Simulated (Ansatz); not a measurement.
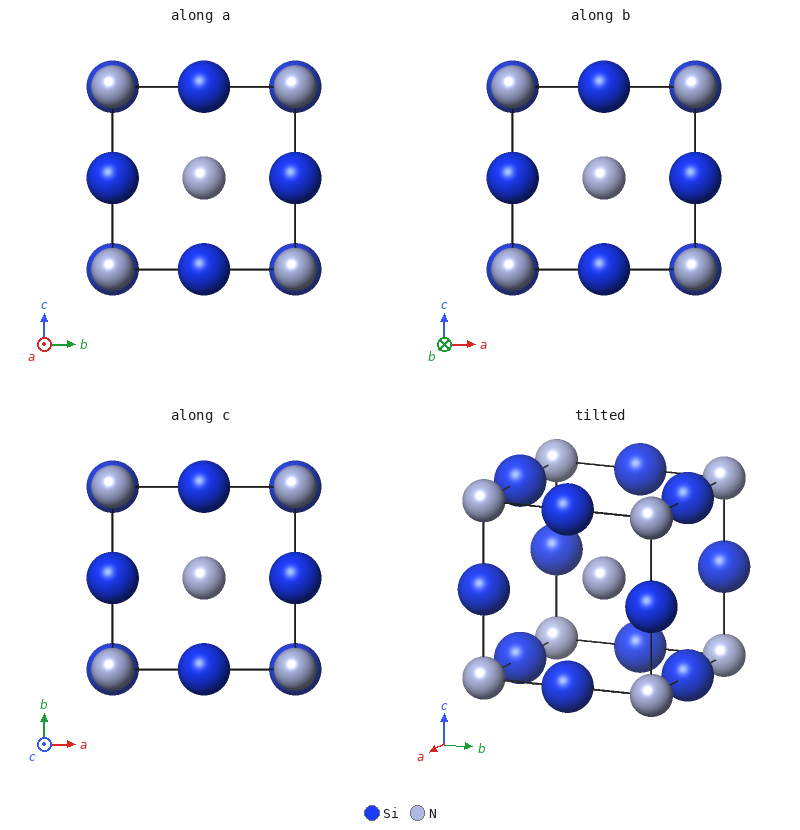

View along the a axis, along the b axis, along the c axis and slightly off an axis, drawn as a spheres-only model. The lines enclose the conventional unit cell; boundary atoms appear with their images.

Lattice parameters: a = 4.0498 Å, b = 4.0498 Å, c = 4.0498 Å, α = 90.000°, β = 90.000°, γ = 90.000°.

Reconstruct the structure as a CIF in P1 with every atom of the cell.

Answer.
```cif
data_structure
_symmetry_space_group_name_H-M 'P 1'
_symmetry_Int_Tables_number 1
_cell_length_a 4.0498
_cell_length_b 4.0498
_cell_length_c 4.0498
_cell_angle_alpha 90.000
_cell_angle_beta 90.000
_cell_angle_gamma 90.000
_cell_volume 66.42
loop_
_atom_site_label
_atom_site_type_symbol
_atom_site_fract_x
_atom_site_fract_y
_atom_site_fract_z
_atom_site_occupancy
Si1 Si 0.5000 0.0000 0.0000 1
Si2 Si 0.0000 0.5000 0.0000 1
Si3 Si 0.0000 0.0000 0.5000 1
N1 N 0.0000 0.0000 0.0000 1
N2 N 0.5000 0.5000 0.5000 1
```

The initial geometry was a random cell made by a generator, so it need not be a real form of the compound. Earlier steps of the study, as a rule a relaxation of our own, may have changed the cell and positions, so they can lie some per cent off the listed ones. Ansatz was used for an electronic-structure calculation on it.
